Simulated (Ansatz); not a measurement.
System: Sn.

```
Sn
1.0
     4.55816    0.00000    0.00000
     0.00000    4.55816    0.00000
     0.00000    0.00000    4.55816
Sn
3
Direct
  0.50000 0.00000 0.00000
  0.00000 0.50000 0.00000
  0.00000 0.00000 0.50000
```

Space group Pm-3m; a structure generated by program, which may or may not match a known phase.

Method: Ansatz, DFT PBE, scalar-relativistic, plane waves, PAW.

**What will maps of the valence pseudo-density and electron localisation function show?**

Sn–Sn (3.22 Å): ρ is about 0.18 e/Å³ halfway; the ELF is about 0.40 at the midpoint.

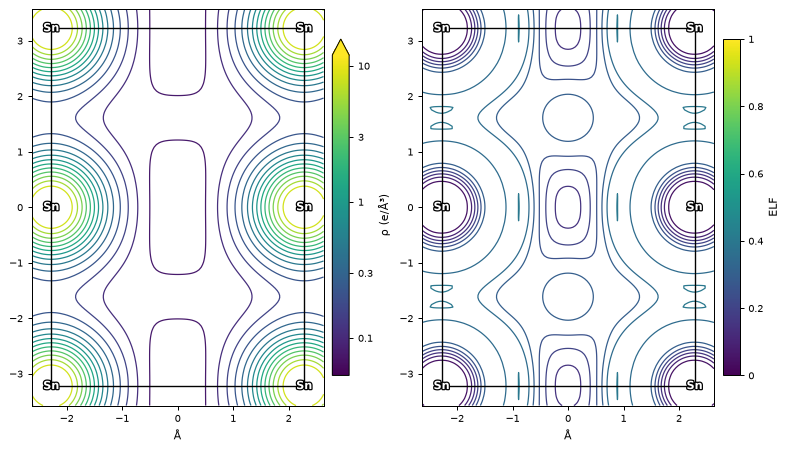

Computed valence pseudo-density and electron localisation function on the (101) plane of the conventional cell, in this order. 

In a PAW calculation such maps are meaningful between the atoms, not at the nuclei.
